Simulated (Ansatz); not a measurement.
**Single-point calculation of C (part 1 of 2)**

System: C (slab, 24 atoms in the cell).
Method: DFT PBEsol, scalar-relativistic, plane waves, PAW, no spin polarisation (Ansatz 0.2.0).

The structure derives from an entry of the Crystallography Open Database. It belongs to a series of runs on one base structure; here: (1 0 1) slab cut from the bulk. Figures and captions count atoms from 1; the log counts them from 0 in places.

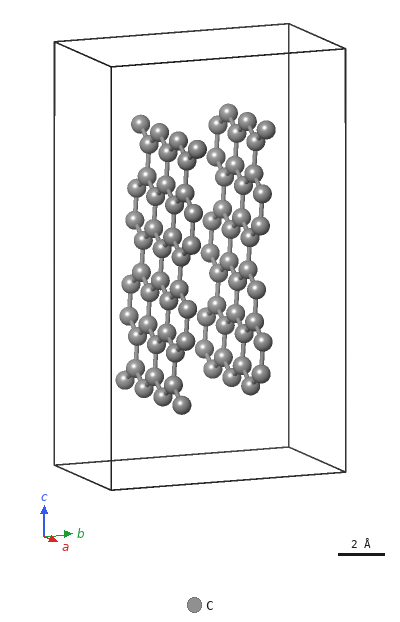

Fig. 1: The input geometry (ball-and-stick view of the 3 repeat of the cell, with the vacuum cut short, seen slightly off an axis). An atom can appear more than once, as a periodic image.

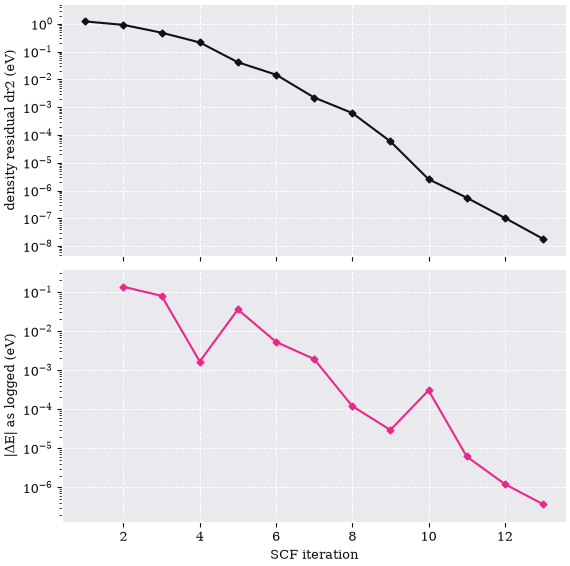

Fig. 2: Convergence of the self-consistent field: density residual dr2 and size of the energy change against the SCF iteration. The residual falls at every step.

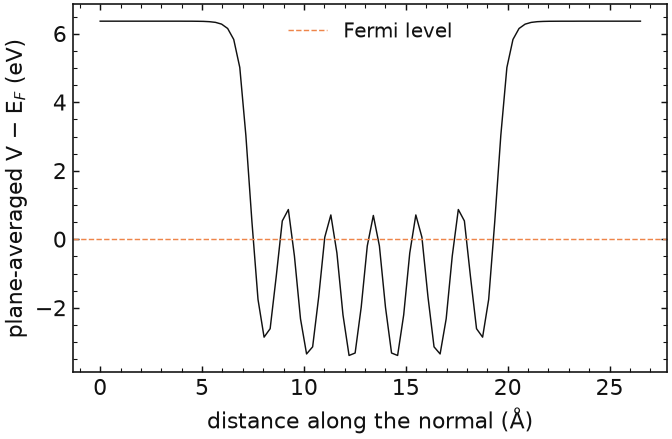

Fig. 3: Plane average of the electrostatic potential energy of an electron across the cell, from the Fermi level. The vacuum level lies 6.37 eV above the Fermi level.

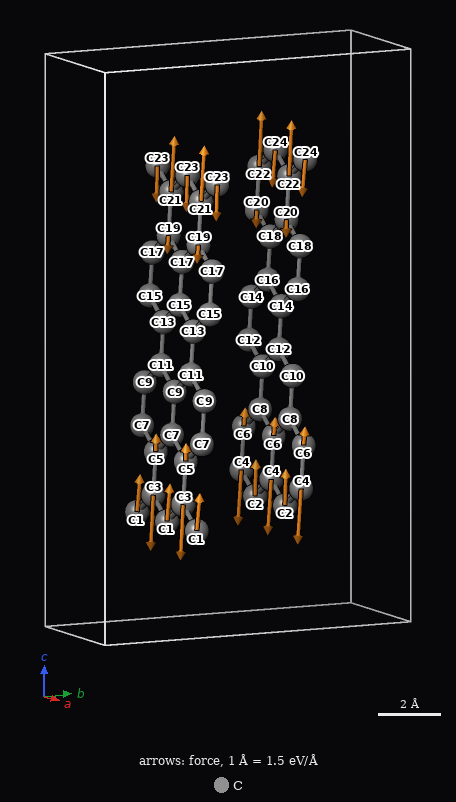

Fig. 4: Forces on the atoms as orange arrows (ball-and-stick view of the 2 repeat of the cell, with the vacuum cut short, seen slightly off an axis; atoms are numbered from 1 in the order of the input); the smallest are left out. The largest act on C4, C21 (2.85 eV/Å); C3, C22 (2.84 eV/Å); C1, C24 (1.95 eV/Å); C2, C23 (1.90 eV/Å), among others. The geometry is not a stationary point of this energy.

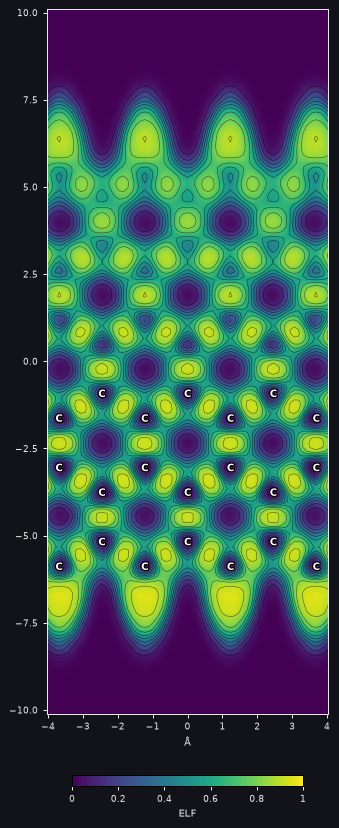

Fig. 5: Electron localisation function on the (010) plane of the calculation cell, a cut from vacuum to vacuum. Atoms in the plane: C. C–C (1.42 Å): the ELF peaks at about 0.95 between the atoms (localised, shared-pair bonding). In a PAW calculation such maps are meaningful between the atoms, not at the nuclei.

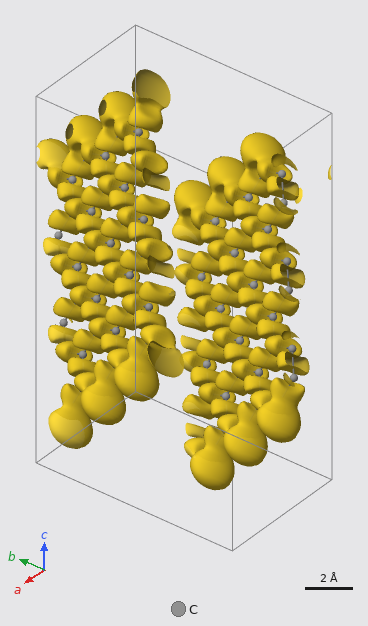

Fig. 6: Isosurface of the ELF at 0.7 (yellow), seen at an oblique angle. Core shells and regions of very low density are left out. Sticks mark near contacts. Values along the shortest contacts:

The input and output of the run follow.

### Input file
```yaml
crystal:
  lattice:
    - [2.4589175859, 0.0, 0.0]
    - [-1.229458793, 11.1573273866, 0.0]
    - [0.0, 0.0, 26.8128146024]
  atoms:
    - { symbol: C, position: [0.9232686225, 0.8465372451, 0.2797169977] }
    - { symbol: C, position: [0.5868345339, 0.1736690678, 0.2975663154] }
    - { symbol: C, position: [0.4253079518, 0.8506159036, 0.3061360156] }
    - { symbol: C, position: [0.0888738632, 0.1777477264, 0.3239853333] }
    - { symbol: C, position: [0.4293398654, 0.8586797308, 0.3589765315] }
    - { symbol: C, position: [0.0929057768, 0.1858115535, 0.3768258492] }
    - { symbol: C, position: [0.9313791947, 0.8627583893, 0.3853955494] }
    - { symbol: C, position: [0.594945106, 0.1898902121, 0.4032448671] }
    - { symbol: C, position: [0.9354111083, 0.8708222165, 0.4382360653] }
    - { symbol: C, position: [0.5989770196, 0.1979540393, 0.456085383] }
    - { symbol: C, position: [0.4374504375, 0.8749008751, 0.4646550832] }
    - { symbol: C, position: [0.1010163489, 0.2020326978, 0.4825044009] }
    - { symbol: C, position: [0.4414823511, 0.8829647022, 0.5174955991] }
    - { symbol: C, position: [0.1050482625, 0.210096525, 0.5353449168] }
    - { symbol: C, position: [0.9435216804, 0.8870433608, 0.543914617] }
    - { symbol: C, position: [0.6070875918, 0.2141751835, 0.5617639347] }
    - { symbol: C, position: [0.947553594, 0.895107188, 0.5967551329] }
    - { symbol: C, position: [0.6111195053, 0.2222390107, 0.6146044506] }
    - { symbol: C, position: [0.4495929232, 0.8991858465, 0.6231741508] }
    - { symbol: C, position: [0.1131588346, 0.2263176692, 0.6410234685] }
    - { symbol: C, position: [0.4536248368, 0.9072496737, 0.6760146667] }
    - { symbol: C, position: [0.1171907482, 0.2343814964, 0.6938639844] }
    - { symbol: C, position: [0.9556641661, 0.9113283322, 0.7024336846] }
    - { symbol: C, position: [0.6192300775, 0.238460155, 0.7202830023] }
basis:
  ecutwfc: 420
kpoints:
  mp_grid: { grid: [14, 3, 1] }
hamiltonian:
  xc: pbesol
scf:
  occupations: { method: gaussian, width: 0.1 }
output:
  forces: true
  stress: true
  eigenvalues: true
  write_density: true
  write_potential: true
  elf: true
  volumetric_format: npy
efield:
  axis: 3
  dipole_correction: true
  ramp_width: 0.04
```

Command:
```bash
ansatz run input.yaml --threads 2 --pin off --max-ram 5120MiB --backend cpu --events-out ev --progress --plain --runs-dir out
```

### The program's output
```
Warning: crystal.symmetry: narrowed to the stabiliser of the k-point mesh — unitary ops 2 → 1; excluded 1 operation that carries a point of the 14×3×1 mesh (shift [0, 0, 0]) off the mesh (the run samples exactly the mesh kpoints.mp_grid names, as under crystal.symmetry.detect: false, and its converged state has the mesh's symmetry, not the crystal's; ε∞, the Born charges and the force constants of a linear response (`dielectric:` by the response, `phonons.method: dfpt`) are averaged over those of the crystal's operations that the state keeps within a tolerance, where `mesh_tensors`, `unaveraged_element` or `gamma_mean_max_change_ev_ang2` stands beside them; a row that `dielectric.field_direction` solves alone is averaged likewise, with nothing beside; a Γ-centred mesh of equal divisions is mapped onto itself by every operation and keeps the whole group, as does a half-shifted one under kpoints.further_shifts: images)
Engine: ansatz 0.2.0, x86_64-unknown-linux-gnu
Pseudopotentials: kind: paw
Pseudopotential: C, paw, valence charge 4, recommended cutoff 420 eV (normal), C.paw.azcp
Functional definition: PBEsol
  exchange = pbesol_x
  correlation = pbesol_c
Crystal: 24 atoms, lattice volume = 735.608 Å³
Basis set: ecut = 420 eV, 14321 PW (Γ), exchange–correlation on 36×160×360 points (8 copies of the dense FFT grid, shifted against one another)
Bands: 72, of which v1, the nominal top of the filled ones, is band 48 counted from 1 (47 counted from 0)
Symmetry: 1 space group operations
k-points: 22 of 42 (time reversal used)
Non-local potential: C, projectors of the file, l = 0: 2, l = 1: 2, l = 2: 1
PAW form: soft (Blöchl's): semilocal exchange-correlation on the pseudo side does not see the compensation charge
PAW frozen core: C, regenerated for the run's functional, and the local potential with it (the file was generated under x = pbe(κ = 0.804, μ = 0.2195149727645171), c = pbe(β = 0.06672455060314922))
PAW one-centre angular grid: C, 110 points (default); XC on 64 Gauss nodes
Initial density: superposition of atomic densities (neutral atoms: chi_scale 0, normalization atom), corrected by the library's trained network
Initial wavefunctions: pseudopotential atomic-orbital guess
Functional: x = pbesol(κ = 0.804, μ = 0.12345679012345678), c = pbesol(β = 0.046)
```
